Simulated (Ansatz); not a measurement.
The compound is BaF2 (space group Fm-3m, No. 225), taken as a calculation's input that goes back to an entry of the Crystallography Open Database (an earlier step may have relaxed or displaced it).

```yaml
crystal:
  lattice:
    - [6.19432, 0.00000, 0.00000]
    - [0.00000, 6.19432, 0.00000]
    - [0.00000, 0.00000, 6.19432]
  atoms:
    - { symbol: Ba, position: [0.00000, 0.00000, 0.00000] }
    - { symbol: F, position: [0.25000, 0.75000, 0.75000] }
    - { symbol: F, position: [0.25000, 0.25000, 0.75000] }
    - { symbol: Ba, position: [0.00000, 0.50000, 0.50000] }
    - { symbol: F, position: [0.25000, 0.25000, 0.25000] }
    - { symbol: F, position: [0.25000, 0.75000, 0.25000] }
    - { symbol: Ba, position: [0.50000, 0.00000, 0.50000] }
    - { symbol: F, position: [0.75000, 0.75000, 0.25000] }
    - { symbol: F, position: [0.75000, 0.25000, 0.25000] }
    - { symbol: Ba, position: [0.50000, 0.50000, 0.00000] }
    - { symbol: F, position: [0.75000, 0.25000, 0.75000] }
    - { symbol: F, position: [0.75000, 0.75000, 0.75000] }
```

Describe how the polyhedra about Ba are linked (bonds: Ba–F below 3 Å).

Ba: BaF8 cube, sharing edges with twelve neighbours.

They form a three-dimensional framework of edge-sharing cubes.

Centre to centre across a shared edge: 4.38 Å.

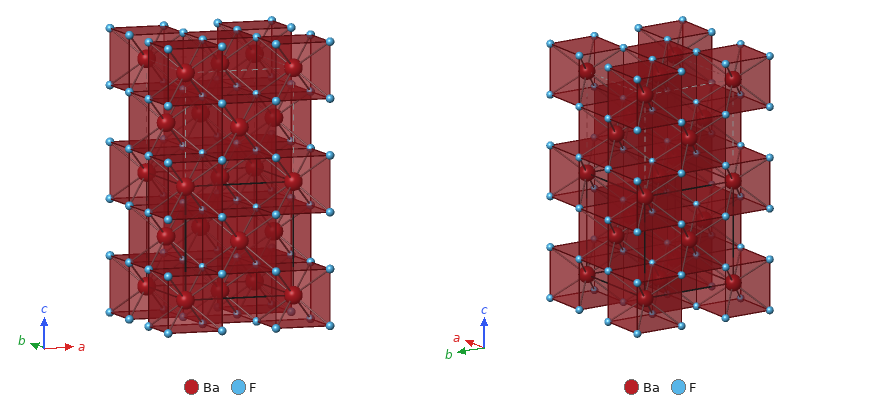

Polyhedra are drawn about Ba (bonds: Ba–F below 3 Å); other atoms are plain spheres. Two views of the same piece.
